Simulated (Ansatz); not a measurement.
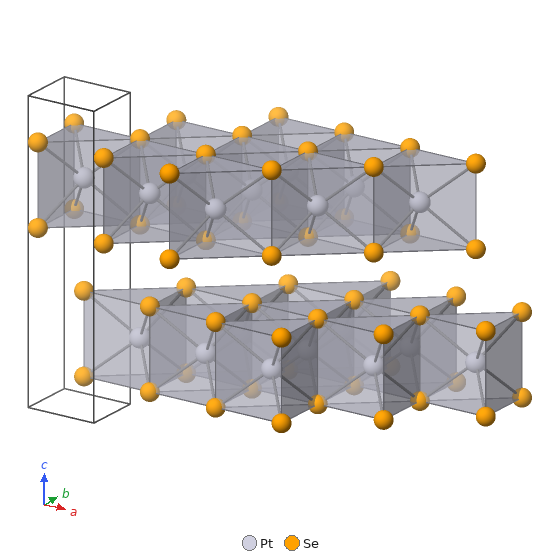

Polyhedra are drawn about Pt (bonds: Pt–Se below 2.9 Å); other atoms are plain spheres.

PtSe₂ (space group P6_3/mmc, No. 194): coordinates from a relaxation with DFT, PBE-D3(BJ), plane waves, PAW in Ansatz; the starting structure was generated, so it need not be a known form of this composition.

Sharing among the drawn polyhedra:

```tsv
site	polyhedron	corner-sharing neighbours	edge-sharing	face-sharing	bond (Å)
Pt	PtSe6 trigonal prism	0	6	0	2.56
```

They form layers of edge-sharing trigonal prisms parallel to (001).
